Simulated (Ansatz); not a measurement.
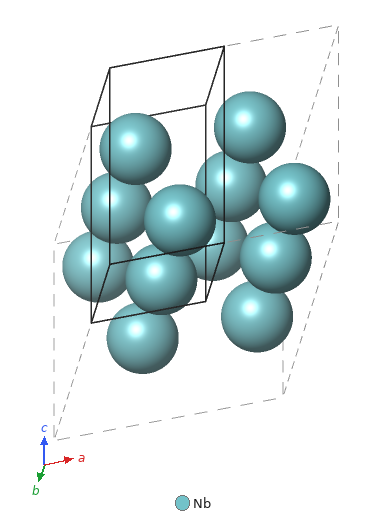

View from a general direction, drawn as a spheres-only model. The structure is repeated 2×3×1 times; solid lines mark one conventional unit cell.

Nb, space group P6_3/mmc (No. 194), a = 2.87 Å, b = 2.87 Å, c = 5.24 Å, α = 90.00°, β = 90.00°, γ = 120.00°.

Run with DFT PBE, spin-orbit coupling, plane waves, PAW (Ansatz 0.2.0) and these settings: a kinetic-energy cutoff of 600 eV, 16×16×8 k-mesh, Gaussian smearing of 0.05 eV, no moments seeded, so the run stays non-magnetic, spinor wavefunctions.

Question: How large a gap does the method give, if there is one?

Answer: A metal: bands cross the Fermi level.

Question: How far is the cell from zero pressure?

Answer: The computed pressure is 0.1 GPa, close to zero.

Starting structure: a structure type filled with this element by a generator (whether the element takes this form wasn't checked). Earlier steps of the study may have refined or changed the cell and positions. A calculation with Ansatz used it as input.
